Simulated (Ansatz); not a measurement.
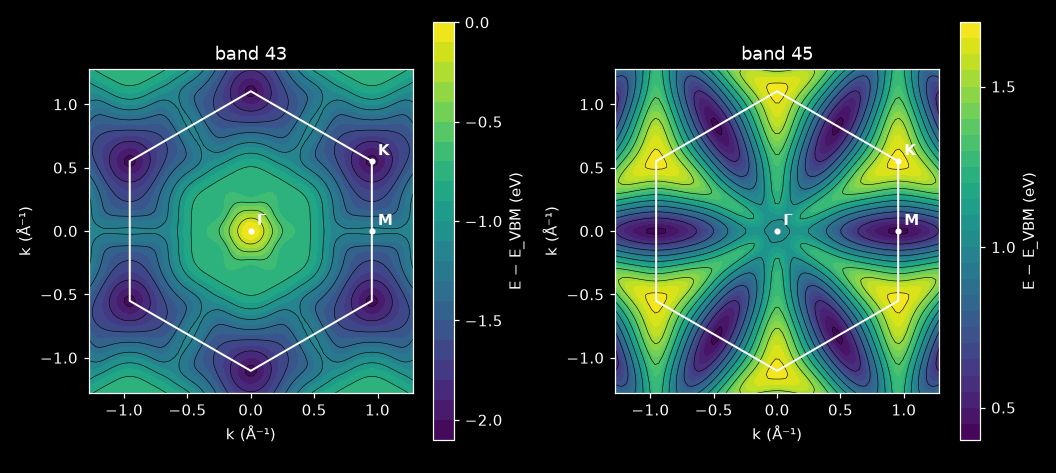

Two bands of one free-standing ZrSe2 layer cut from the bulk crystal (space group of the slab cell P-3m1) over the plane of the sheet: the highest mostly filled and the lowest mostly empty one.

Computed with DFT PBE, spin-orbit coupling, plane waves, PAW; levels and slopes on a k mesh at the converged density (Ansatz). Non-magnetic. With an inversion centre and no moment every band is doubly degenerate; a pair is shown and named once. Mesh 30×30×1, interpolated with the band slopes. Cell and positions as given, without relaxation (largest force 0.3 eV/Å).

**Give both levels and their distance at the named points.**

| point | lower band (eV) | upper band (eV) | distance (eV) |
| --- | --- | --- | --- |
| Γ | 0.00 | 0.98 | 0.98 |
| K | −2.03 | 1.68 | 3.71 |
| M | −1.18 | 0.44 | 1.62 |

**Where are the band edges of the whole zone?**

The valence band has one maximum at Γ, mass 0.16 mₑ in all directions; the conduction band has three equivalent minima at M, principal masses 0.21 and 2.02 mₑ. The gap is indirect, 0.44 eV at this level of theory, which underestimates gaps and can reorder valleys that lie close.
